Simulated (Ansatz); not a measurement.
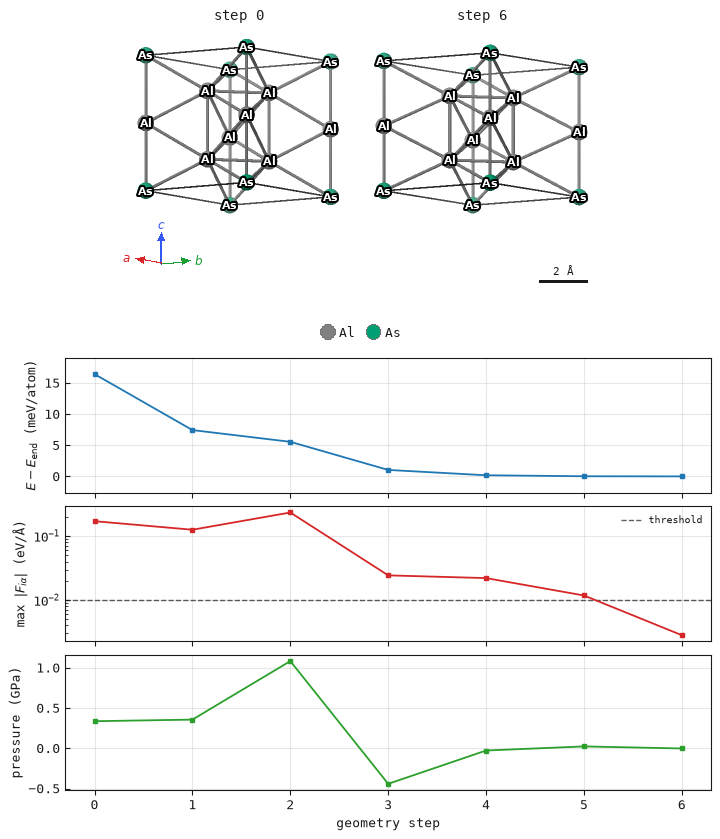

First and last geometry of a relaxation of a crystal of Al₅As (a generated structure, set up in P6/mmm), with the history of the run. Style: ball-and-stick. Shown: the cell of the calculation, from a free direction.

Computed with DFT PBE, scalar-relativistic, plane waves, PAW; settings changed (Ansatz 0.2.0).

Input file:
```yaml
crystal:
  lattice:
    - [4.587333846, 0.0, 0.0]
    - [-2.293666923, 3.9727476463, 0.0]
    - [0.0, 0.0, 5.8846928378]
  atoms:
    - { symbol: Al, position: [0.3333333333, 0.6666666667, 0.2474774115] }
    - { symbol: Al, position: [0.3333333333, 0.6666666667, 0.7525225885] }
    - { symbol: Al, position: [0.6666666667, 0.3333333333, 0.7525225885] }
    - { symbol: Al, position: [0.6666666667, 0.3333333333, 0.2474774115] }
    - { symbol: Al, position: [0.0, 0.0, 0.5] }
    - { symbol: As, position: [0.0, 0.0, 0.0] }
basis:
  ecutwfc: 420
kpoints:
  mp_grid: { grid: [12, 11, 7] }
hamiltonian:
  xc: pbe
scf:
  occupations: { method: gaussian, width: 0.1 }
  max_iter: 100
output:
  forces: true
  eigenvalues: true
  stress: true
relax:
  adjacent_minimum: "off"
  f_tol: 0.01
  max_steps: 80
  cell: { stress_tol: 0.05 }
```

Command:
```bash
ansatz run input.yaml --threads 1 --pin off --max-ram 2560MiB --backend cpu --events-out ev --progress --plain --runs-dir out
```

> What do the curves and the structures tell?

The run was cut off at its time limit before the program reported convergence, but its last step already meets the force threshold: the largest component is 0.0028 eV/Å against 0.01 eV/Å. The pressure is within 0.01 GPa of its target. The input was poor on purpose: a mesh that breaks the symmetry. The largest moves relative to the cell, 0.046 Å, are those of Al1, Al2, Al3 and Al4. Al4 goes along [−2 1 2]. As stays in place. The volume changes by +0.1 %, with a 4.587 → 4.739 Å (+3.3 %), b 4.587 → 4.794 Å (+4.5 %), c 5.885 → 5.645 Å (−4.1 %), γ 120.0° → 123.2°. Some distances before and after: Al1–Al2 2.972 → 2.789 Å, Al1–As6 3.022 → 3.169 Å, Al5–As6 2.942 → 2.823 Å, Al1–Al5 3.037 → 3.154 Å. Bond angles that change, for instance: Al4–Al1–Al4 120.0° → 114.3°, Al4–Al1–Al4 120.0° → 123.8°. The space group (tolerance 0.01 Å) goes from P6/mmm (No. 191) to P2/m (No. 10). Over 6 geometry steps the energy falls by 16.4 meV per atom. Largest force component: 0.17 eV/Å at the start, 0.0028 eV/Å at the end. The pressure goes from 0.34 to 0.00 GPa. Cost: 3.5 min on 1 thread of Intel(R) Xeon(R) CPU @ 2.80GHz (Skylake/Cascade Lake), with other jobs on the host, peak memory 0.8 GiB.
